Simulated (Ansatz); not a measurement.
Geometry relaxation, with input and output: B₁₉N₁₈ (part 3 of 4)

Continued. System: B₁₉N₁₈ (defect cell, 37 atoms in the cell). Method: DFT PBE, scalar-relativistic, plane waves, PAW, spin-polarised (Ansatz 0.2.0); cutoff 420 eV, 2×2×2 k-mesh, Gaussian smearing of 0.01 eV, collinear spins. The structure derives from a Materials Project entry. It belongs to a series of runs on one base structure; here: B interstitial, charge +0, atoms relaxed at the host's cell.

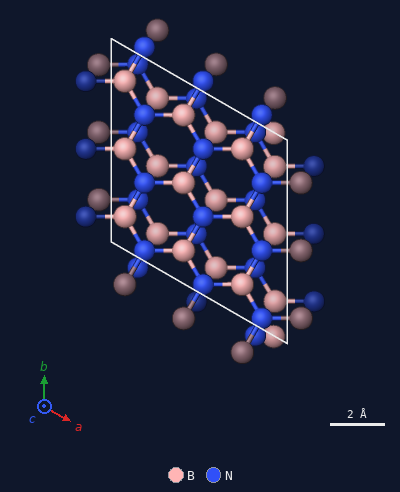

**Figure 1.** The geometry at step 7 of the log (ball-and-stick view of the cell of the calculation, along the c axis; neighbours outside the cell are drawn fainter).

### Output, continued
```
  k-point 1 ↑: bands = ["-15.4800", "-14.5970", "-14.1334", "-13.3564", "-13.3217", "-13.1811", "-13.1706", "-13.1098", "-12.6936", "-12.6820", "-12.6786", "-12.6670", "-12.6595", "-12.6349", "-11.6755", "-11.5459", "-10.9700", "-10.9657", "-5.8566", "-5.5524", "-5.1679", "-5.0121", "-4.8404", "-4.8403", "-4.6134", "-4.5241", "-4.4803", "-4.4309", "-4.3720", "-4.3249", "-4.1435", "-4.1387", "-3.8550", "-3.8478", "-3.8458", "-3.8371", "-3.8327", "-3.8300", "-3.5629", "-2.3545", "-1.8686", "-1.4015", "-1.2833", "-1.1857", "-1.1298", "-1.0488", "-0.9838", "-0.5733", "-0.5715", "-0.5636", "-0.5584", "-0.5428", "-0.5409", "-0.3476", "-0.3164", "-0.1915", "-0.0804", "-0.0408", "0.3142", "0.4564", "0.4626", "0.4663", "0.4921", "0.4928", "0.9823", "1.0843", "1.6667", "1.6682", "2.0078", "2.5078", "2.8910", "2.9886", "3.0031", "4.4202", "5.7969", "7.2703", "7.6508", "7.6603", "7.6689", "8.6062", "8.7909", "8.9651", "9.4150", "9.4646", "9.5900", "9.6771", "9.8139", "9.9025", "9.9064", "9.9957", "10.3034", "10.3783", "10.7592", "11.4791", "11.5148", "11.5410", "11.7505", "11.7800", "11.8369", "11.9310", "11.9771", "12.0164", "12.1703", "12.3044", "12.8072", "13.1599", "13.3079", "13.3522", "13.4639", "13.6658", "13.7455", "13.8483"]
  k-point 2 ↑: bands = ["-15.2426", "-14.5963", "-14.0830", "-14.0642", "-13.9586", "-13.6979", "-13.0993", "-13.0924", "-12.6656", "-12.3046", "-12.1921", "-12.1223", "-12.0486", "-11.6445", "-11.6407", "-11.6268", "-11.6178", "-11.5337", "-6.6730", "-5.8705", "-5.8688", "-5.8358", "-5.6123", "-5.5714", "-5.0288", "-5.0270", "-5.0070", "-5.0014", "-4.0514", "-3.3300", "-3.1634", "-2.9309", "-2.9062", "-2.8207", "-2.6695", "-2.4951", "-2.4939", "-2.2895", "-2.2839", "-2.2716", "-2.2657", "-2.1961", "-1.8079", "-1.7949", "-1.5018", "-1.4420", "-1.2917", "-1.1791", "-1.1074", "-1.0696", "-0.9056", "-0.8929", "-0.8588", "-0.8278", "-0.3074", "-0.2839", "-0.1320", "-0.0308", "0.0302", "0.3021", "0.4831", "0.7809", "0.7950", "1.1414", "1.2833", "1.4353", "1.4517", "1.9061", "1.9945", "2.0215", "2.0244", "2.1522", "2.8138", "4.4545", "5.6954", "7.0814", "7.6027", "7.9707", "7.9743", "8.1310", "8.4075", "8.4341", "8.4584", "8.4860", "8.4952", "8.8151", "9.4512", "10.2697", "10.4478", "10.7304", "10.7812", "10.9507", "11.1991", "11.2241", "11.7548", "11.9109", "12.1644", "12.4380", "12.6917", "12.7576", "12.9734", "13.0571", "13.2981", "13.5207", "13.6186", "13.9439", "14.0389", "14.1157", "14.2295", "14.2810", "14.5877", "14.6703"]
  k-point 7 ↓: bands = ["-15.1568", "-14.6196", "-14.0851", "-14.0593", "-13.9174", "-13.6267", "-13.0958", "-13.0930", "-12.7050", "-12.2392", "-12.2300", "-12.1125", "-11.9676", "-11.6461", "-11.6340", "-11.6267", "-11.6127", "-11.5332", "-6.5487", "-6.0171", "-5.8362", "-5.7339", "-5.5796", "-5.4941", "-5.0295", "-5.0208", "-5.0100", "-5.0001", "-3.9623", "-3.2253", "-3.1048", "-2.9077", "-2.8844", "-2.7905", "-2.6606", "-2.4957", "-2.4921", "-2.2880", "-2.2819", "-2.2705", "-2.2644", "-2.0809", "-1.7566", "-1.6386", "-1.5299", "-1.4873", "-1.4266", "-1.1067", "-1.0714", "-0.9738", "-0.8969", "-0.8917", "-0.8008", "-0.7322", "-0.3064", "-0.2807", "-0.2167", "-0.1145", "0.1053", "0.1752", "0.6236", "0.7785", "0.8011", "1.2806", "1.3535", "1.4197", "1.6698", "1.9119", "1.9628", "1.9671", "1.9825", "2.1103", "3.3464", "5.5996", "5.8137", "7.4674", "7.6950", "7.8426", "8.0173", "8.2262", "8.4318", "8.4490", "8.4711", "8.4960", "9.0624", "9.4946", "9.6347", "9.6668", "9.9261", "10.1754", "10.5939", "11.0673", "11.4975", "11.7981", "11.9744", "12.0459", "12.4893", "12.5571", "12.7421", "12.8503", "13.0291", "13.1154", "13.4102", "13.4528", "13.5755", "13.7806", "13.8362", "13.8840", "13.9753", "14.0615", "14.1533", "14.2508"]
--- Relaxed structure (23 steps of the walk, 22 accepted, 0 SCFs on fresh bases) ---
  F+E_penalty+E_count = -9913.95244453 eV   max|allowed force component| = 1.660e-2 eV/Å
  atoms:
    - { symbol: B, position: [0.45636783033119266, 0.572611814254905, 0.7198504357500587] }
    - { symbol: B, position: [0.12296405512297609, 0.5723604001489726, 0.7202505580693519] }
    - { symbol: B, position: [0.789783187206186, 0.5726061468912353, 0.7197100964576092] }
    - { symbol: B, position: [0.4562879656312888, 0.23903959706048236, 0.7215479893101272] }
    - { symbol: B, position: [0.12251617575809227, 0.23889744755519474, 0.7188062980779621] }
    - { symbol: B, position: [0.7899149778572037, 0.23889505508390385, 0.7187310669707357] }
    - { symbol: B, position: [0.4564720752464609, 0.9057394822905623, 0.7195182327177959] }
    - { symbol: B, position: [0.12281629043594201, 0.9057342831843375, 0.7194010388869801] }
    - { symbol: B, position: [0.7898414235279674, 0.9061308301374426, 0.7197639737430416] }
    - { symbol: B, position: [0.5555515367818871, 0.43038493979156817, 0.2858271636246795] }
    - { symbol: B, position: [0.22205085907251393, 0.4303678725802922, 0.2804702208489471] }
    - { symbol: B, position: [0.889078453682927, 0.43039760514216946, 0.28043186126466957] }
    - { symbol: B, position: [0.557363796675842, 0.09970196628929712, 0.27786521660935254] }
    - { symbol: B, position: [0.2230540976823832, 0.09968680477097949, 0.277781262695376] }
    - { symbol: B, position: [0.8937342628813464, 0.10673712825391674, 0.23879954359084088] }
    - { symbol: B, position: [0.5491653522303472, 0.7598153654667896, 0.2789349259327283] }
    - { symbol: B, position: [0.22227357047160975, 0.7637734600525947, 0.2768013097944669] }
    - { symbol: B, position: [0.891419145836044, 0.7598411264993177, 0.27889214162666975] }
    - { symbol: N, position: [0.4442271272135533, 0.5414219200080223, 0.2867451390392645] }
    - { symbol: N, position: [0.11177759536387183, 0.5428051238339697, 0.2772913874188839] }
    - { symbol: N, position: [0.7779276506374492, 0.5414413053233686, 0.28654933083354195] }
    - { symbol: N, position: [0.4448273821709692, 0.20893391299110783, 0.2836673925677112] }
    - { symbol: N, position: [0.11457213619997507, 0.21116292498421005, 0.27321284419915765] }
    - { symbol: N, position: [0.7773326005533377, 0.2111785956501855, 0.2732972469014797] }
    - { symbol: N, position: [0.44496000879319486, 0.8755490278642255, 0.27550142186800197] }
    - { symbol: N, position: [0.11133238915104901, 0.875536195504374, 0.27540819860230126] }
    - { symbol: N, position: [0.775568851722472, 0.8704257873315356, 0.262180837947308] }
    - { symbol: N, position: [0.567443457815359, 0.4613319198532998, 0.7210842309822251] }
    - { symbol: N, position: [0.23410903142023556, 0.46134050555024736, 0.7202389376722397] }
    - { symbol: N, position: [0.900776916175367, 0.4613365387994681, 0.7201176660757828] }
    - { symbol: N, position: [0.5674582271919693, 0.12797911458870412, 0.7206645167028425] }
    - { symbol: N, position: [0.2340654123754073, 0.12797407000471298, 0.7205824181409723] }
    - { symbol: N, position: [0.9009046113361551, 0.12829381598760276, 0.7144492412173806] }
    - { symbol: N, position: [0.5672137740694848, 0.7945691068410301, 0.7164000635720551] }
    - { symbol: N, position: [0.23411751318226748, 0.7946746815585684, 0.7202385119927796] }
    - { symbol: N, position: [0.9008973873811563, 0.7945504463068325, 0.7161226931541658] }
    - { symbol: B, position: [-0.19436493168548707, -0.06850383503542681, 0.07606831204051116] }
--- Löwdin populations: 37 sites ---
  site symbol       q [e]    m [muB]
     0      B      2.5957    -0.0003
     1      B      2.5961     0.0003
     2      B      2.5958    -0.0003
     3      B      2.5969     0.0001
     4      B      2.5895     0.0001
     5      B      2.5899     0.0002
     6      B      2.5971     0.0002
     7      B      2.5971     0.0002
     8      B      2.5985    -0.0007
     9      B      2.5782     0.0047
    10      B      2.5832     0.0095
    11      B      2.5833     0.0095
    12      B      2.5878     0.0117
    13      B      2.5878     0.0118
    14      B      2.7659     0.1558
    15      B      2.5836     0.0025
    16      B      2.5829     0.0033
    17      B      2.5834     0.0024
    18      N      5.3319     0.0019
    19      N      5.3430     0.0111
    20      N      5.3319     0.0017
    21      N      5.3375     0.0006
    22      N      5.3280     0.0350
    23      N      5.3279     0.0351
    24      N      5.3377     0.0094
    25      N      5.3378     0.0092
    26      N      5.2594     0.0400
    27      N      5.3458     0.0004
    28      N      5.3451     0.0001
    29      N      5.3452     0.0001
    30      N      5.3450     0.0005
    31      N      5.3449     0.0005
    32      N      5.3374    -0.0002
    33      N      5.3407     0.0069
    34      N      5.3462     0.0002
    35      N      5.3406     0.0073
    36      B      2.9670     0.6126
  spilling = 0.008260 (of n_electrons = 147.000000)
```

### Trajectory as extended XYZ (Å, eV, eV/Å), 5 of the 23 frames kept, from step=1 to step=23
```
37
Lattice="3.7683 -6.5268 0.0000 -7.5365 0.0000 0.0000 0.0000 0.0000 -8.3432" Properties=species:S:1:pos:R:3:forces:R:3 step=1 energy=-9911.10655
B    -2.5122   -2.9008   -6.2574    0.2508   0.4205   0.0046
B    -3.7683   -0.7252   -6.2574    0.2034   0.0934  -0.0159
B    -1.2561   -5.0764   -6.2574    0.4377  -0.3417   0.2554
B     0.0000   -2.9008   -6.2574   -0.2258  -0.0204  -0.3119
B    -1.3028   -0.7036   -6.1738    1.8016  -0.4918  -1.6203
B     1.2561   -5.0764   -6.2574    0.5232  -0.0445  -0.2288
B    -5.0244   -2.9008   -6.2574   -0.2414  -0.3813  -0.0253
B    -6.2318   -0.7385   -6.2239   -2.7491  -0.6028  -0.6639
B    -3.6356   -5.0357   -6.2931   -4.5018  -1.8245  -0.0078
B    -1.2561   -3.6260   -2.0858   -0.1430  -0.0792  -0.0410
B    -2.5122   -1.4504   -2.0858   -1.7482  -1.7124  -0.2687
B     0.0000   -5.8016   -2.0858   -0.3561  -0.0460   0.0226
B     1.2561   -3.6260   -2.0858   -0.2283  -0.3118   0.0273
B     0.0971   -1.4776   -2.0997   -4.9981  -1.1770   0.3698
B     2.5434   -5.7990   -2.0911   -1.9315  -2.1139   0.3544
B    -3.7683   -3.6260   -2.0858    0.5128   1.1244  -0.0880
B    -5.0244   -1.4504   -2.0858    0.9394   0.0192   0.4491
B    -2.5994   -5.7915   -2.0369    5.3136  -1.0749   0.6370
N    -2.5122   -2.9008   -2.0858   -0.7641  -0.9022   0.1244
N    -3.7683   -0.7252   -2.0858   -0.4849   0.0752  -0.0005
N    -1.2561   -5.0764   -2.0858   -1.0995  -0.3960   0.0393
N     0.0000   -2.9008   -2.0858    1.2034  -0.9972  -0.1809
N    -1.2930   -0.8701   -2.1080    4.3896   5.6049  -1.0447
N     1.2561   -5.0764   -2.0858    0.9986  -0.3486  -0.0812
N    -5.0244   -2.9008   -2.0858   -0.0152  -0.1333  -0.0862
N    -6.2825   -0.7471   -1.9975    1.0861   1.7973  -0.8845
N    -3.7469   -5.0636   -2.0943   -3.1279   0.2370  -0.6025
N    -1.2561   -3.6260   -6.2574   -0.2473  -0.2522   0.0030
N    -2.5122   -1.4504   -6.2574   -0.9650  -0.1412   0.5404
N     0.0000   -5.8016   -6.2574    0.1205  -0.0384   0.0273
N     1.2561   -3.6260   -6.2574    0.1125   0.1484   0.0515
N    -0.0269   -1.4571   -6.3181    1.2140   0.8293   1.2453
N     2.5278   -5.8014   -6.2996    0.7535   1.2155   0.8313
N    -3.7683   -3.6260   -6.2574    0.9507   0.7662  -0.1308
N    -5.0244   -1.4504   -6.2574    1.0472  -0.7149   0.1795
N    -2.4946   -5.8436   -6.2470    2.0898   1.5733   1.0546
B    -0.0274   -0.0006   -0.0192   -0.1213   0.2413   0.0659
37
Lattice="3.7683 -6.5268 0.0000 -7.5365 0.0000 0.0000 0.0000 0.0000 -8.3432" Properties=species:S:1:pos:R:3:forces:R:3 step=7 energy=-9913.58241
B    -2.1914   -2.6809   -6.0364    0.0222   0.0332   0.0183
B    -3.4496   -0.5050   -6.0346    0.0202   0.0282   0.0047
B    -0.9358   -4.8556   -6.0315    0.0453   0.0028   0.0126
B     0.3221   -2.6802   -6.0388    0.0066   0.0770   0.0258
B    -0.9394   -0.5099   -6.0248    0.0536   0.2155   0.0105
B     1.5729   -4.8541   -6.0214    0.1598  -0.1072  -0.0033
B    -4.7008   -2.6794   -6.0408   -0.0572  -0.0253   0.0079
B    -5.9606   -0.5014   -6.0358   -0.0434  -0.0418   0.0189
B    -3.4464   -4.8580   -6.0265   -0.0222  -0.0567   0.0124
B    -1.5486   -3.8846   -2.3167    0.0035  -0.0366  -0.0163
B    -2.8161   -1.7131   -2.3076    0.0029   0.1422  -0.0294
B    -0.2955   -6.0566   -2.3031   -0.0141   0.0445  -0.0148
B     0.9583   -3.8845   -2.2876   -0.0069  -0.0404  -0.0163
B    -0.3067   -1.7109   -2.3079    0.0969  -0.0590   0.0182
B     2.2007   -6.0693   -2.2257   -0.2421  -0.0632   0.2757
B    -4.0645   -3.8736   -2.2822    0.0171   0.3785  -0.0826
B    -5.3221   -1.7067   -2.2754    0.0555   0.0702  -0.0231
B    -2.7918   -6.0586   -2.2559    0.2577  -0.0728   0.2227
N    -2.8097   -3.1622   -2.3055   -0.0805  -0.1272   0.0574
N    -4.0689   -0.9813   -2.2889   -0.0181  -0.1308   0.0533
N    -1.5465   -5.3304   -2.3303    0.0524   0.0508   0.0463
N    -0.2949   -3.1574   -2.3101   -0.0551   0.0188  -0.0036
N    -1.5646   -0.9941   -2.3274    0.1093  -0.0677  -0.1186
N     0.9545   -5.3305   -2.2852   -0.0004   0.0405   0.0167
N    -5.3183   -3.1568   -2.2754   -0.0215  -0.1415   0.0505
N    -6.5813   -0.9843   -2.2761   -0.0466  -0.0967  -0.1429
N    -4.0659   -5.3352   -2.2656    0.0118  -0.0627   0.0096
N    -0.9335   -3.4034   -6.0369   -0.0479  -0.0728  -0.0333
N    -2.1949   -1.2309   -6.0220   -0.0001  -0.0669  -0.0654
N     0.3207   -5.5813   -6.0298   -0.0835   0.0240  -0.0182
N     1.5789   -3.4048   -6.0364   -0.0578   0.0222  -0.0228
N     0.3192   -1.2289   -6.0252    0.0195  -0.0594  -0.0091
N     2.8303   -5.5806   -5.9960   -0.0411   0.0185   0.2081
N    -3.4461   -3.4071   -6.0355   -0.0407   0.0348  -0.0381
N    -4.7061   -1.2297   -6.0416    0.0544   0.0009  -0.0290
N    -2.1882   -5.5802   -6.0154   -0.0645   0.0146   0.0471
B    -0.2615    0.5101   -0.3644   -0.0449   0.1110  -0.4513
```
